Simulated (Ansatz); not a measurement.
Start from this file.

```xyz
2
Lattice="2.8216 0.0000 0.0000 0.0000 2.8216 0.0000 0.0000 0.0000 4.0783" Properties=species:S:1:pos:R:3 pbc="T T T"
Ti    1.4108    1.4108    2.0391
Al    0.0000    0.0000    0.0000
```

Give a crystallographic description of this input.

The material is TiAl. Space group: P4/mmm (No. 123). Lattice: primitive tetragonal. Structure type: CuAu (L1₀) type. Counting shared atoms by their share gives 1 Ti, 1 Al, or 2 atoms. Ti sits among eight Al and four Ti in a cuboctahedral arrangement (2.85 Å to Al, 2.82 Å to Ti). Al bonds to eight Ti and four Al in a cuboctahedral arrangement (2.85 Å to Ti, 2.82 Å to Al). The bonds build a three-dimensional framework.

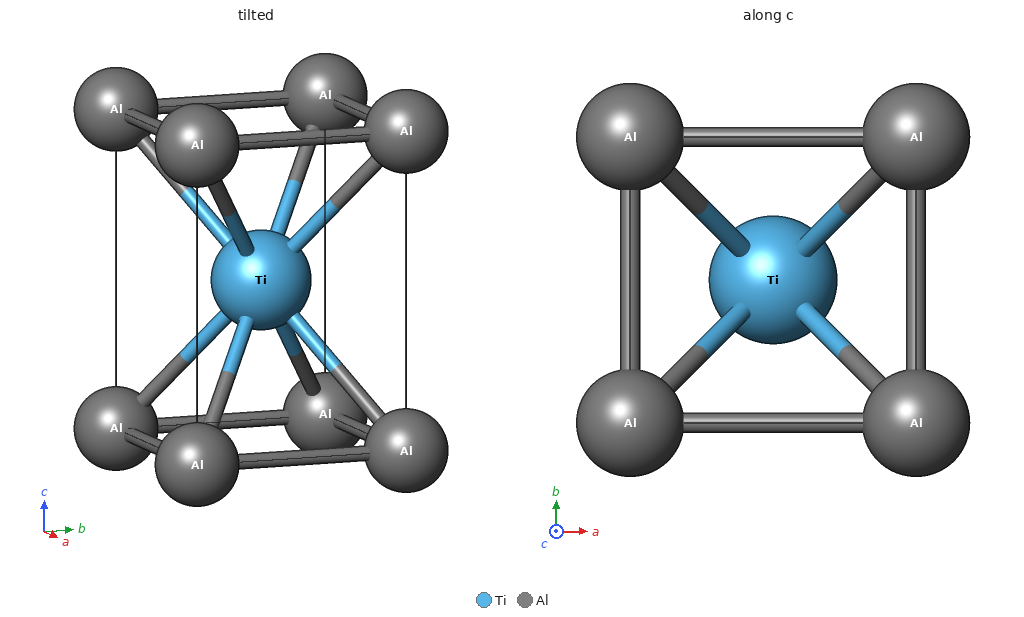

The crystal in a ball-and-stick representation, seen slightly off an axis and along the c axis. The conventional unit cell is drawn as a box.

It derives from a structure listed in the Materials Project. Earlier steps of the study may have refined or changed the cell and positions. A calculation with Ansatz used it as input.
